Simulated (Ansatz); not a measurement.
**WS$_{2}$: 5 runs along one coordinate**

System: WS$_{2}$ (P-3m1, 6 atoms in the cell).
Method: DFT PBEsol, scalar-relativistic, plane waves, PAW, PAW set soft_1, no spin polarisation (Ansatz 0.2.0).

The 5 runs differ only in the geometry, by a strain of the cell at fixed fractional positions. Against run 3, the strain is εxy = η, εxz = η and εyz = η. The structure derives from a Materials Project entry.

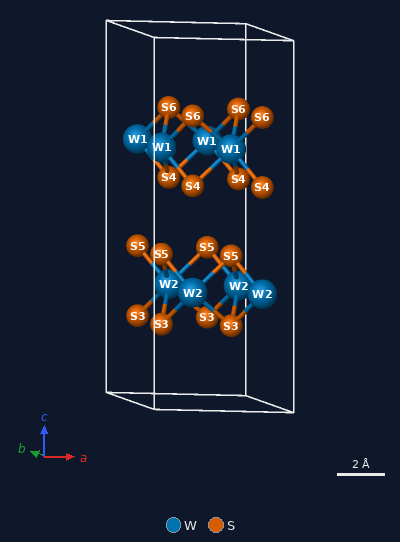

Figure 1. The structure of run 3 (ball-and-stick view of the 2 × 2 repeat of the cell, with the vacuum cut short, seen slightly off an axis; atoms are numbered from 1 in the order of the input). An atom can appear more than once, as a periodic image.

### Input of run 3
```yaml
crystal:
  lattice:
    - [3.0674134129, 0.0, 0.0]
    - [-1.5337067064, 2.6564579395, 0.0]
    - [0.0, 0.0, 22.981689811]
  atoms:
    - { symbol: W, position: [0.3333333333, 0.6666666667, 0.6345659624] }
    - { symbol: W, position: [0.6666666667, 0.3333333333, 0.3654340376] }
    - { symbol: S, position: [0.3333333333, 0.6666666667, 0.2989660749] }
    - { symbol: S, position: [0.6666666667, 0.3333333333, 0.5680485953] }
    - { symbol: S, position: [0.3333333333, 0.6666666667, 0.4319514047] }
    - { symbol: S, position: [0.6666666667, 0.3333333333, 0.7010339251] }
basis:
  ecutwfc: 420
kpoints:
  mp_grid: { grid: [12, 12, 2] }
hamiltonian:
  xc: pbesol
  pseudopotentials: { kind: paw, azcp: { folder: soft_1 } }
scf:
  occupations: { method: gaussian, width: 0.05 }
output:
  forces: true
  stress: true
  eigenvalues: true
```

Command:
```bash
ansatz run input.yaml --threads 2 --pin off --max-ram 4096MiB --backend cpu --events-out ev --progress --plain --runs-dir out
```

Run 2 differs from it as follows:
```diff
-    - [3.0674134129, 0.0, 0.0]
-    - [-1.5337067064, 2.6564579395, 0.0]
-    - [0.0, 0.0, 22.981689811]
+    - [3.0674134129, -0.0865167886, -0.0865167886]
+    - [-1.6086324432, 2.6997163338, -0.0316673425]
+    - [-0.6482015075, -0.6482015075, 22.981689811]
```

### Results, with one run withheld

```csv
run,strain parameter η (%),"free energy per atom, from the lowest run given (meV)",pressure (GPa),gap on the mesh (eV)
1,−5.6410,399.29,12.96,1.13
2,−2.8205,?,?,?
3,0.0000,0.00,7.93,1.55
4,2.8205,84.56,9.07,1.49
5,5.6410,323.59,12.38,1.20
```

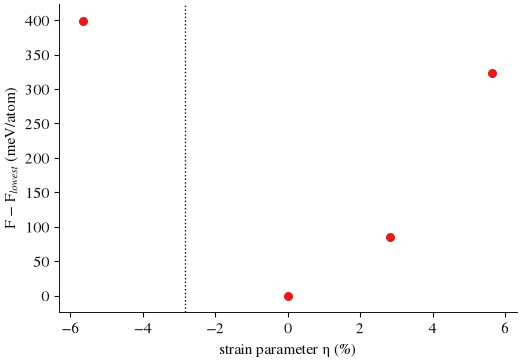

Figure 2. Free energy per atom of the runs given; the dotted line marks run 2.

Estimate the energy of run 2 from the others.

A quadratic polynomial in the coordinate, fitted to the 4 runs given, misses them by at most 7.63 meV per atom. With x = η − 0.7051, it reads F = 6.8073 + 9.435 x + 11.209 x² (meV per atom). At run 2 it gives 112.87 meV per atom, and the run itself gives 94.06. The fit has its minimum at η = 0.2842 %. The fit misses that run by 18.81 meV per atom. The gap on the mesh lies between 1.13 eV (run 1) and 1.55 eV (run 3); run 2 has 1.44 eV. These are gaps of this functional on this mesh, which can miss the band edges; they aren't the measured gap.

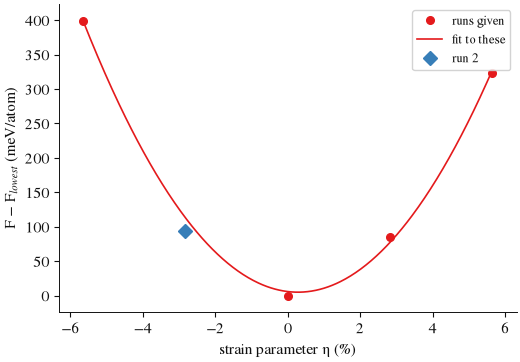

Figure 3. The fit and the withheld run.

### Output, shortened to warnings, some set-up lines, iterations and results (run 2)
```
Warning: [file] the record states the generating functional pbe (its physics header spells it `PBE`), which answers neither for hamiltonian.xc's functional nor for the pbesol family's — results may be inconsistent (PPs are generated against a specific XC)
Warning: [file] the record states the generating functional pbe (its physics header spells it `PBE`), which answers neither for hamiltonian.xc's functional nor for the pbesol family's — results may be inconsistent (PPs are generated against a specific XC)
Basis set: ecut = 420 eV, 3597 PW (Γ), exchange–correlation on 48×48×320 points (8 copies of the dense FFT grid, shifted against one another)
Symmetry: 2 space group operations
k-points: 148 of 288
Initial density: superposition of atomic densities (neutral atoms: chi_scale 0, normalization atom)
[...]
SCF iter   1: F=—  HF=-24060.238701 eV  |F-HF|=—  |Δ(HF+E_count)|=         —  Δρ=3.47e-2  dr2=2.87e0  ethr=3.10e-3  ⟨swp⟩=11.1  Hψ=31242  notcnv=0
SCF iter   2: F=—  HF=-24059.428855 eV  |F-HF|=—  |Δ(HF+E_count)|=   8.10e-1  Δρ=1.57e-2  dr2=8.80e-1  ethr=3.10e-3  ⟨swp⟩=4.3  Hψ=12637  notcnv=0  defer=238
SCF iter   3: F=—  HF=-24059.466107 eV  |F-HF|=—  |Δ(HF+E_count)|=   3.73e-2  Δρ=1.38e-2  dr2=1.32e0  ethr=1.69e-3  ⟨swp⟩=4.8  Hψ=10638  notcnv=0  defer=94
SCF iter   4: F=—  HF=-24059.290042 eV  |F-HF|=—  |Δ(HF+E_count)|=   1.76e-1  Δρ=6.44e-3  dr2=2.91e-1  ethr=1.69e-3  ⟨swp⟩=3.2  Hψ=8152  notcnv=0  defer=148
SCF iter   5: F=—  HF=-24059.274406 eV  |F-HF|=—  |Δ(HF+E_count)|=   1.56e-2  Δρ=4.58e-3  dr2=1.30e-1  ethr=5.60e-4  ⟨swp⟩=3.8  Hψ=7998  notcnv=0  defer=148
SCF iter   6: F=—  HF=-24059.263183 eV  |F-HF|=—  |Δ(HF+E_count)|=   1.12e-2  Δρ=2.41e-3  dr2=3.42e-2  ethr=2.49e-4  ⟨swp⟩=2.1  Hψ=5575  notcnv=0
SCF iter   7: F=—  HF=-24059.259451 eV  |F-HF|=—  |Δ(HF+E_count)|=   3.73e-3  Δρ=5.65e-4  dr2=1.22e-3  ethr=6.57e-5  ⟨swp⟩=2.1  Hψ=6405  notcnv=0
SCF iter   8: F=—  HF=-24059.259440 eV  |F-HF|=—  |Δ(HF+E_count)|=   1.11e-5  Δρ=1.23e-4  dr2=3.37e-5  ethr=2.34e-6  ⟨swp⟩=2.8  Hψ=7998  notcnv=0
SCF iter   9: F=—  HF=-24059.259374 eV  |F-HF|=—  |Δ(HF+E_count)|=   6.64e-5  Δρ=5.09e-5  dr2=1.29e-5  ethr=6.47e-8  ⟨swp⟩=3.2  Hψ=10236  notcnv=0
SCF iter  10: F=—  HF=-24059.259371 eV  |F-HF|=—  |Δ(HF+E_count)|=   2.44e-6  Δρ=1.32e-5  dr2=1.14e-6  ethr=2.48e-8  ⟨swp⟩=2.6  Hψ=7733  notcnv=0
SCF iter  11: F=-24059.259371 eV  HF=-24059.259371 eV  |F-HF|=5.08e-8  |Δ(HF+E_count)|=   1.63e-7  Δρ=2.93e-6  dr2=5.58e-8  ethr=1.92e-10  ⟨swp⟩=8.3  Hψ=27032  notcnv=0
SCF 1 converged in 11 iterations: F = -24059.259371 eV  dr2 = 5.58e-8
SCF converged after 11 iterations
Free energy (F): -24059.259371 eV
Harris-Foulkes:  -24059.259371 eV  (|F-HF|=5.08e-8)
Internal energy: -24059.259371 eV  (E = F + TS)
E sigma→0 (E₀):  -24059.259371 eV
Fermi energy:    4.870162 eV
--- Per-component energies (eV) ---
  E_band       = -760.450781
  E_kinetic    = 1287.628713
  E_local      = -32335.483873  (includes V_loc(G=0)·N_el)
  E_nonlocal   = 94.786757
  E_hartree    = 15682.195448
  E_xc         = -891.756329
  E_vxc        = -802.813084  (∫ρ·V_xc dr)
  E_paw        = -19272.930604  (= ΣΔE_a)
  E_vpaw       = -368.959133  (= ΣTr[D̂ρ^β])
  E_aug_tail   = 0.000304  (compensation charges beyond the density's cutoff)
  E_ewald      = 11375.608699
  E_core_change = 0.691513  (= ΣΔE_core)
  E_smearing   = -0.000000  (= −TS)
  E_closure    = -0.000000  (closes the sum)
  Σ components = -24059.259371   (vs F -24059.259371, Δ=0.00e0)
--- Forces (eV/Å), atoms counted from 1 ---
  atom   1  W      1.02607345     0.07320859     0.34437282
  atom   2  W     -1.02607345    -0.07320859    -0.34437282
  atom   3  S     -0.71993311    -1.19116427    -1.67815309
  atom   4  S     -1.72805760    -1.23507121    -1.98155688
  atom   5  S      1.72805760     1.23507121     1.98155688
  atom   6  S      0.71993311     1.19116427     1.67815309
  max |Σ_I F_I| component: 2.22e-16 eV/Å
--- Stress (GPa, compression-positive) ---
        8.898715       4.115446       6.124413
        4.115446       9.090748       6.121062
        6.124413       6.121062       9.438990
  P = ⅓ Tr σ = 9.1428 GPa (91.428 kbar)
```

The program warns: the PAW datasets were made with another functional. Spin–orbit coupling is left out, which matters for W.
